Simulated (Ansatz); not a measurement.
Cell and atoms:

```
CELL_PARAMETERS angstrom
5.57127 0.00000 0.00000
0.00000 5.55657 0.00000
-0.09054 0.00000 3.87403
ATOMIC_POSITIONS crystal
Ti 0.49189 0.50000 0.03691
Al 0.24842 0.74986 0.48012
Al 0.24842 0.25014 0.48012
Al 0.01127 0.50000 0.00284
Ti 0.99189 0.00000 0.03691
Al 0.74842 0.24986 0.48012
Al 0.74842 0.75014 0.48012
Al 0.51127 0.00000 0.00284
```

### Interpret the file: composition, symmetry and coordination.

The structure is one of TiAl3. The atoms follow space group Cm (No. 8); the Bravais lattice is base-centred monoclinic. The cell comprises 2 formula units: 2 Ti, 6 Al.

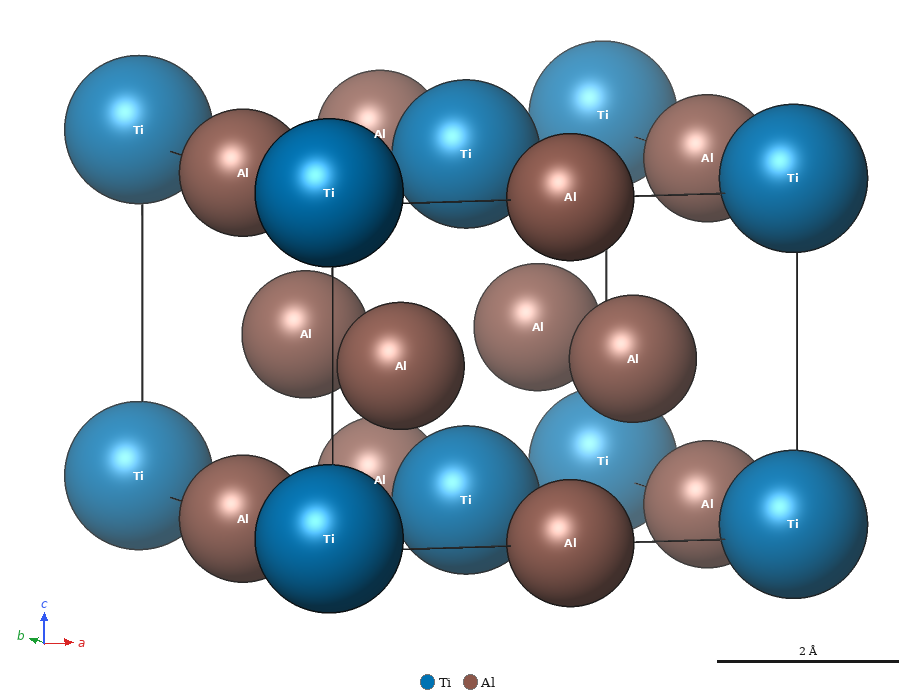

Spheres-only drawing of the structure, looking slightly off an axis. The lines enclose the conventional unit cell; boundary atoms appear with their images.

The cell started as a structure listed in the Materials Project. The cell was then strained or its atoms displaced on purpose. It was run through Ansatz as a DFT input.

At this level of theory the cell isn't at rest (compressed, at 8 GPa and forces up to 2.2 eV/Å), so its distances can differ from those at equilibrium, the more so the softer the solid.
